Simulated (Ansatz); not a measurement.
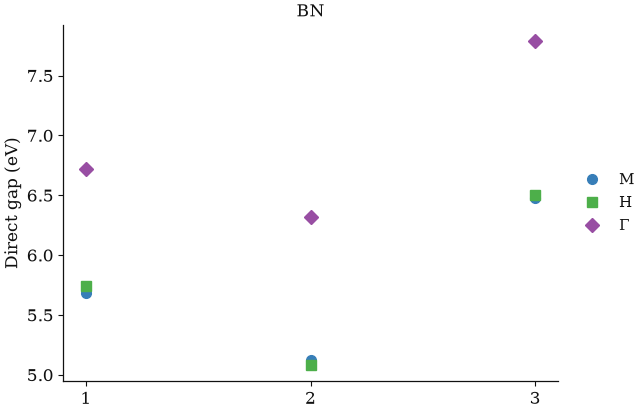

Direct gap at each named k point, by several methods on one cell of layered hexagonal BN, space group P6_3/mmc (No. 194), 4 atoms in the cell, relaxed with r2SCAN+rVV10, then under −5.46 % epitaxial xy strain; a = 2.364 Å, c = 6.523 Å (hexagonal axes). All runs are without spin-orbit coupling and carry no moments. Points keep the names that they have in the unstrained cell. The cell is at 58 GPa in PBE. The smallest gap is indirect or lies off these points.

> Which column is which method? They are r2SCAN, HSE06 and PBE.

1 is r2SCAN; 2 is PBE; 3 is HSE06.

```csv
method,program,M (eV),H (eV),Γ (eV)
PBE,Ansatz,5.12,5.08,6.32
r2SCAN,Ansatz,5.68,5.74,6.72
HSE06,Ansatz,6.48,6.50,7.79
```

> Does HSE06 open these direct gaps by one amount over PBE?

The shifts are +1.36 eV at M, +1.42 eV at H and +1.47 eV at Γ, and at points that aren't plotted +1.65 eV (A), +1.44 eV (K) and +1.43 eV (L): over the named points that both runs hold, a spread of 0.29 eV on a mean of 1.46 eV, so one shift describes them only roughly.

Settings. PBE: Ansatz PAW set, 12×12×4 k mesh, 420 eV cutoff, Fermi-Dirac smearing of 0.02 eV (Ansatz 0.2.0). r2SCAN: Ansatz PAW set, 12×12×4 k mesh, 500 eV cutoff, fixed occupations (Ansatz 0.2.0). HSE06: Ansatz PAW set, 9×9×4 k mesh, 420 eV cutoff, fixed occupations (Ansatz).

LDA, GGA and most meta-GGA functionals understate gaps. r2SCAN: the potentials were made for another functional. HSE06: the PAW data sets were made with another functional. Over all k points computed the smallest gap is 4.48 eV in PBE, 5.03 eV in r2SCAN and 5.78 eV in HSE06, from the valence top at a point off the named ones to the conduction bottom at M, and such a mesh can miss a smaller one.
